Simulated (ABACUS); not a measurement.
Band-structure run of GaP (part 1 of 2)

GaP (2 atoms in the cell), computed with Kohn-Sham DFT of a periodic cell, r2SCAN, SG15 ONCV 1.2 PBE, no spin polarisation (ABACUS 3.10.1).

The structure derives from an entry of the Crystallography Open Database.

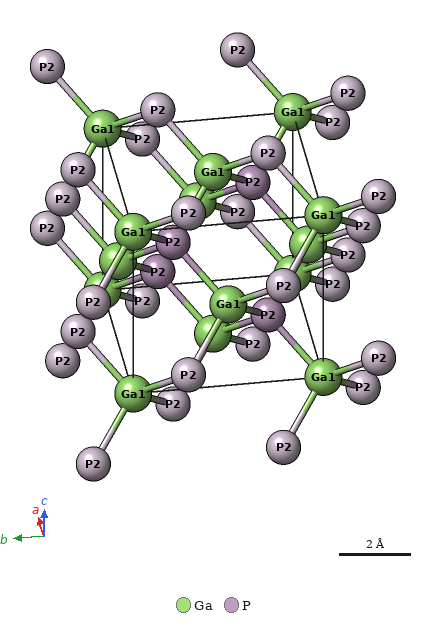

The structure as given in the input (ball-and-stick view of the cell 4 times as large as that of the calculation, set on its symmetry axes, seen at an oblique angle; neighbours outside the cell are drawn fainter; atoms are numbered from 1 in the order of the input). Near neighbours in the crystal (not all of them lie inside the picture): Ga has 4 P at 2.36 Å; P has 4 Ga at 2.36 Å.

Input:
```python
"""ABACUS run from a structure file: ASE reads it, the script writes STRU, KPT and INPUT."""
import re
import subprocess
from ase.io import read
from ase.units import Bohr

atoms = read("POSCAR")
atoms = atoms[(-atoms.numbers).argsort(kind="stable")]  # ABACUS lists atoms element by element
pseudo = {'Ga': 'Ga_ONCV_PBE-1.2.upf', 'P': 'P_ONCV_PBE-1.2.upf'}
orbital = {}
magmoms = None
kmesh = [5, 5, 5]
params = {
    'suffix': 'GaP',
    'calculation': 'scf',
    'basis_type': 'pw',
    'pseudo_dir': './',
    'symmetry': 1,
    'dft_functional': 'MGGA_X_R2SCAN+MGGA_C_R2SCAN',
    'ecutwfc': 94,
    'pseudo_rcut': 7,
    'nspin': 1,
    'nbands': 19,
    'ks_solver': 'dav',
    'smearing_method': 'fd',
    'smearing_sigma': 0.00367493,
    'scf_thr': 1e-08,
    'scf_nmax': 100,
    'mixing_type': 'broyden',
    'mixing_beta': 0.7,
    'cal_force': 1,
    'cal_stress': 1,
    'mixing_tau': 1,
    'out_chg': 1,
    'out_pot': 2,
    'out_elf': 1,
}

symbols = atoms.get_chemical_symbols()
elements = list(dict.fromkeys(symbols))
lines = ["ATOMIC_SPECIES"] + [f"{e} {atoms.get_masses()[symbols.index(e)]:.4f} {pseudo[e]}" for e in elements]
if orbital:
    lines += ["", "NUMERICAL_ORBITAL"] + [orbital[e] for e in elements]
lines += ["", "LATTICE_CONSTANT", f"{1 / Bohr:.10f}", "", "LATTICE_VECTORS"]
lines += [" ".join(f"{x:.10f}" for x in v) for v in atoms.cell]
lines += ["", "ATOMIC_POSITIONS", "Direct"]
for e in elements:
    lines += ["", e, "0.0", str(symbols.count(e))]
    for i, p in enumerate(atoms.get_scaled_positions(wrap=False)):
        if symbols[i] == e:
            mag = "" if magmoms is None else " mag " + " ".join(str(x) for x in (magmoms[i] if isinstance(magmoms[i], list) else [magmoms[i]]))
            lines.append(" ".join(f"{x:.10f}" for x in p) + " 1 1 1" + mag)
open("STRU", "w").write("\n".join(lines) + "\n")
open("KPT", "w").write("K_POINTS\n0\nGamma\n%d %d %d 0 0 0\n" % tuple(kmesh))
open("INPUT", "w").write("INPUT_PARAMETERS\n" + "".join(f"{k:<20s}{v}\n" for k, v in params.items()))

done = subprocess.run(['mpirun', '-np', '4', 'abacus'])
if done.returncode:
    raise SystemExit(done.returncode)
log = open("OUT.GaP/running_scf.log").read()
print("final energy (eV):", re.findall(r"FINAL_ETOT_IS (\S+)", log))
```

File POSCAR:
```
GaP
1.0
    0.0000000000      2.7252500000      2.7252500000
    2.7252500000      0.0000000000      2.7252500000
    2.7252500000      2.7252500000      0.0000000000
Ga P
1 1
Direct
    0.0000000000      0.0000000000      0.0000000000
    0.7500000000      0.7500000000      0.7500000000
```

File INPUT:
```
INPUT_PARAMETERS
suffix              GaP
calculation         scf
basis_type          pw
pseudo_dir          ./
symmetry            1
dft_functional      MGGA_X_R2SCAN+MGGA_C_R2SCAN
ecutwfc             94
pseudo_rcut         7
nspin               1
nbands              19
ks_solver           dav
smearing_method     fd
smearing_sigma      0.00367493
scf_thr             1e-08
scf_nmax            100
mixing_type         broyden
mixing_beta         0.7
cal_force           1
cal_stress          1
mixing_tau          1
out_chg             1
out_pot             2
out_elf             1
```

File STRU:
```
ATOMIC_SPECIES
Ga 69.7230 Ga_ONCV_PBE-1.2.upf
P 30.9738 P_ONCV_PBE-1.2.upf

LATTICE_CONSTANT
1.8897261258

LATTICE_VECTORS
0.0000000000 2.7252500000 2.7252500000
2.7252500000 0.0000000000 2.7252500000
2.7252500000 2.7252500000 0.0000000000

ATOMIC_POSITIONS
Direct

Ga
0.0
1
0.0000000000 0.0000000000 -0.0000000000 1 1 1

P
0.0
1
0.7500000000 0.7500000000 0.7500000000 1 1 1
```

File KPT:
```
K_POINTS
0
Gamma
5 5 5 0 0 0
```

Command:
```bash
OMP_NUM_THREADS=1 python run_abacus.py > log
```

The program's output:
```
ABACUS v3.10.1

               Atomic-orbital Based Ab-initio Computation at UStc

 ------------------------------------------------------------------------------------

 READING GENERAL INFORMATION
                           global_out_dir = OUT.GaP/
                           global_in_card = INPUT
                               pseudo_dir = ./
                              orbital_dir =
                                    DSIZE = 4
                                    GSIZE = 1

 READING UNITCELL INFORMATION
                                    ntype = 2
                  lattice constant (Bohr) = 1.88973
              lattice constant (Angstrom) = 1

 READING ATOM TYPE 1
                               atom label = Ga
                      L=0, number of zeta = 1
                      L=1, number of zeta = 1
                      L=2, number of zeta = 1
             number of atom for this type = 1

 READING ATOM TYPE 2
                               atom label = P
                      L=0, number of zeta = 1
                      L=1, number of zeta = 1
                      L=2, number of zeta = 1
             number of atom for this type = 1

                        TOTAL ATOM NUMBER = 2
DIRECT COORDINATES
    atom                   x                   y                   z     mag                  vx                  vy                  vz
taud_Ga1            0.0000000000        0.0000000000        0.0000000000  0.0000        0.0000000000        0.0000000000        0.0000000000
taud_P1            0.7500000000        0.7500000000        0.7500000000  0.0000        0.0000000000        0.0000000000        0.0000000000

                          Volume (Bohr^3) = 273.178
                             Volume (A^3) = 40.4807

 Lattice vectors: (Cartesian coordinate: in unit of a_0)
                   +0            +2.72525            +2.72525
             +2.72525                  +0            +2.72525
             +2.72525            +2.72525                  +0
 Reciprocal vectors: (Cartesian coordinate: in unit of 2 pi/a_0)
            -0.183469           +0.183469           +0.183469
            +0.183469           -0.183469           +0.183469
            +0.183469           +0.183469           -0.183469
 The esolver type has been set to : ksdft_pw

                PAO radial cut off (Bohr) = 7

 Read in pseudopotential file is Ga_ONCV_PBE-1.2.upf
                     pseudopotential type = NC
          exchange-correlation functional = PBE
                 nonlocal core correction = 0
                        valence electrons = 13
                                     lmax = 2
                           number of zeta = 0
                     number of projectors = 6
                           L of projector = 0
                           L of projector = 0
                           L of projector = 1
                           L of projector = 1
                           L of projector = 2
                           L of projector = 2
 XC functional updated to : MGGA_X_R2SCAN+MGGA_C_R2SCAN
          exchange-correlation functional = MGGA_X_R2SCAN+MGGA_C_R2SCAN
                PAO radial cut off (Bohr) = 7

 Read in pseudopotential file is P_ONCV_PBE-1.2.upf
                     pseudopotential type = NC
          exchange-correlation functional = PBE
                 nonlocal core correction = 0
                        valence electrons = 5
                                     lmax = 1
                           number of zeta = 0
                     number of projectors = 4
                           L of projector = 0
                           L of projector = 0
                           L of projector = 1
                           L of projector = 1
 XC functional updated to : MGGA_X_R2SCAN+MGGA_C_R2SCAN
          exchange-correlation functional = MGGA_X_R2SCAN+MGGA_C_R2SCAN
     initial pseudo atomic orbital number = 0

 SETUP THE ELECTRONS NUMBER
            electron number of element Ga = 13
      total electron number of element Ga = 13
             electron number of element P = 5
       total electron number of element P = 5
            AUTOSET number of electrons:  = 18
                           occupied bands = 9
                                   NBANDS = 19
                                   NLOCAL = 18

%%%%%%%%%%%%%%%%%%%%%%%%%%%%%%%%%%%%%%%%%%%%%%%%%%%%%%%%%%%%%%%%%%%%%%%%%%%%%%%%%%%%%%%%%%%%%%%%%%%%%%%%%%
 Warning: the number of valence electrons in pseudopotential > 3 for Ga: [Ar] 3d10 4s2 4p1
 Pseudopotentials with additional electrons can yield (more) accurate outcomes, but may be less efficient.
 If you're confident that your chosen pseudopotential is appropriate, you can safely ignore this warning.
%%%%%%%%%%%%%%%%%%%%%%%%%%%%%%%%%%%%%%%%%%%%%%%%%%%%%%%%%%%%%%%%%%%%%%%%%%%%%%%%%%%%%%%%%%%%%%%%%%%%%%%%%%

 SETUP THE PLANE WAVE BASIS
 energy cutoff for charge/potential (unit:Ry) = 376
            fft grid for charge/potential = [ 45, 45, 45 ]
                        fft grid division = [ 1, 1, 1 ]
        big fft grid for charge/potential = [ 45, 45, 45 ]
                                     nbxx = 24300
                                     nrxx = 24300

 SETUP PLANE WAVES FOR CHARGE/POTENTIAL
                    number of plane waves = 33487
                         number of sticks = 1369

 PARALLEL PW FOR CHARGE/POTENTIAL
     PROC   COLUMNS(POT)             PW
        1            342           8371
        2            342           8371
        3            342           8371
        4            343           8374
 --------------- sum -------------------
        4           1369          33487
                            number of |g| = 337
                                  max |g| = 33.7957
                                  min |g| = 0

----------- Double Check Mixing Parameters Begin ------------
mixing_type: broyden
mixing_beta: 0.7
mixing_gg0: 1
mixing_gg0_min: 0.1
mixing_ndim: 8
----------- Double Check Mixing Parameters End ------------

 LATTICE VECTORS: (CARTESIAN COORDINATE: IN UNIT OF A0)
                   +0            +2.72525            +2.72525
             +2.72525                  +0            +2.72525
             +2.72525            +2.72525                  +0
                       right hand lattice = 1
                                   NORM_A = 3.85409
                                   NORM_B = 3.85409
                                   NORM_C = 3.85409
                           ALPHA (DEGREE) = 60
                           BETA  (DEGREE) = 60
                           GAMMA (DEGREE) = 60

 The lattice vectors have been changed (STRU_SIMPLE.cif)

(for optimal symmetric configuration:)
                             BRAVAIS TYPE = 3
                     BRAVAIS LATTICE NAME = 03. Cubic F (face-centered)
                                    ibrav = 3
                                    IBRAV = 3
                                  BRAVAIS = FACE CENTERED CUBIC
                       LATTICE CONSTANT A = 5.4505
Original cell was already a primitive cell.
                        ROTATION MATRICES = 48
              PURE POINT GROUP OPERATIONS = 24
                   SPACE GROUP OPERATIONS = 24
                                       C2 = 3
                                       C3 = 8
                                       C4 = 0
                                       C6 = 0
                                       S1 = 6
                                       S3 = 0
                                       S4 = 6
                                       S6 = 0
                              POINT GROUP = T_d
                                       C2 = 3
                                       C3 = 8
                                       C4 = 0
                                       C6 = 0
                                       S1 = 6
                                       S3 = 0
                                       S4 = 6
                                       S6 = 0
               POINT GROUP IN SPACE GROUP = T_d

 SETUP K-POINTS
                                    nspin = 1
                   Input type of k points = Monkhorst-Pack(Gamma)
                                   nkstot = 125
                       right hand lattice = 1
(for reciprocal lattice: )
                             BRAVAIS TYPE = 2
                     BRAVAIS LATTICE NAME = 02. Cubic I (body-centered)
                                    ibrav = 2
                       right hand lattice = 1
(for k-lattice: )
                             BRAVAIS TYPE = 2
                     BRAVAIS LATTICE NAME = 02. Cubic I (body-centered)
                                    ibrav = 2
                       right hand lattice = 1
                        ROTATION MATRICES = 48
                               nkstot_ibz = 10
K-POINTS REDUCTION ACCORDING TO SYMMETRY
     IBZ    DIRECT_X    DIRECT_Y    DIRECT_Z  WEIGHT  ibz2bz
       1  0.00000000  0.00000000  0.00000000  0.0080       0
       2  0.20000000  0.20000000  0.20000000  0.0640       1
       3  0.40000000  0.40000000  0.40000000  0.0640       2
       4  0.20000000  0.20000000  0.00000000  0.0480       6
       5  0.40000000  0.40000000  0.20000000  0.1920       7
       6 -0.40000000  0.40000000  0.40000000  0.1920       8
       7  0.40000000  0.20000000  0.20000000  0.0960       9
       8  0.40000000  0.40000000  0.00000000  0.0480      12
       9 -0.20000000  0.40000000  0.40000000  0.0960      13
      10 -0.40000000  0.40000000  0.20000000  0.1920      38

                               nkstot now = 10
[... K-POINTS DIRECT COORDINATES: 10 rows ...]

           k-point number in this process = 10
       minimum distributed K point number = 10
[... stars of the k points ...]

[... K-POINTS CARTESIAN COORDINATES: 10 rows ...]

[... K-POINTS DIRECT COORDINATES: 10 rows ...]

 SETUP PLANE WAVES FOR WAVE FUNCTIONS
     energy cutoff for wavefunc (unit:Ry) = 94
              fft grid for wave functions = [ 45, 45, 45 ]
                    number of plane waves = 5329
                         number of sticks = 409

 PARALLEL PW FOR WAVE FUNCTIONS
     PROC   COLUMNS(POT)             PW
        1            102           1332
        2            102           1332
        3            102           1332
        4            103           1333
 --------------- sum -------------------
        4            409           5329

 SETUP NONLOCAL PSEUDOPOTENTIALS IN PLANE WAVE BASIS
 Ga non-local projectors:
 projector 1 L=0
 projector 2 L=0
 projector 3 L=1
 projector 4 L=1
 projector 5 L=2
 projector 6 L=2
 P non-local projectors:
 projector 1 L=0
 projector 2 L=0
 projector 3 L=1
 projector 4 L=1
      TOTAL NUMBER OF NONLOCAL PROJECTORS = 26

 Init Non-Local PseudoPotential table :
 Init Non-Local-Pseudopotential done.

                                     npwx = 1063

 -------------------------------------------
 SELF-CONSISTENT
 -------------------------------------------
                                 init_chg = atomic
```
